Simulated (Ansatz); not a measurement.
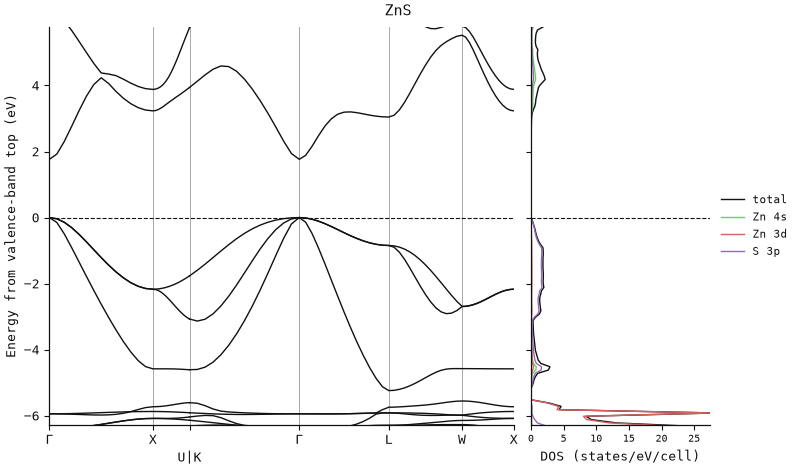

Band structure and density of states. Energies are counted from the top of the valence band. The partial curves are projected on Löwdin-orthogonalised atomic shells; they sum to less than the total at higher energies, where shells without a projector contribute.

Q: Which Bravais lattice do the labels of the path belong to?

A: A face-centred cubic lattice: the path Γ–X–U|K–Γ–L–W–X runs through the special points of its Brillouin zone.

System: ZnS, space group F-43m (No. 216), 2 atoms in the cell.

```xyz
2
Lattice="0.0000 2.7216 2.7216 2.7216 0.0000 2.7216 2.7216 2.7216 0.0000" Properties=species:S:1:pos:R:3 pbc="T T T"
Zn    1.3608    1.3608    1.3608
S     0.0000    0.0000    0.0000
```

Level of theory: DFT LDA, scalar-relativistic, plane waves, PAW, no spin polarisation, 8×8×8 k mesh, 420 eV cutoff, Gaussian smearing of 0.02 eV; code Ansatz 0.2.0.

Q: Is there a gap? Give its size, its kind and where the band edges lie.

A: A semiconductor. The gap along this path is 1.76 eV and direct: both edges lie at Γ.

Q: What are the direct gaps at X, W and L?

A: The direct gaps are 5.40 eV at X, 8.21 eV at W and 3.89 eV at L.

Q: How many bands meet at the valence-band top?

A: Three bands meet at the valence-band top at Γ: it is triply degenerate (spin aside).

The cell is at −6 GPa in this functional.
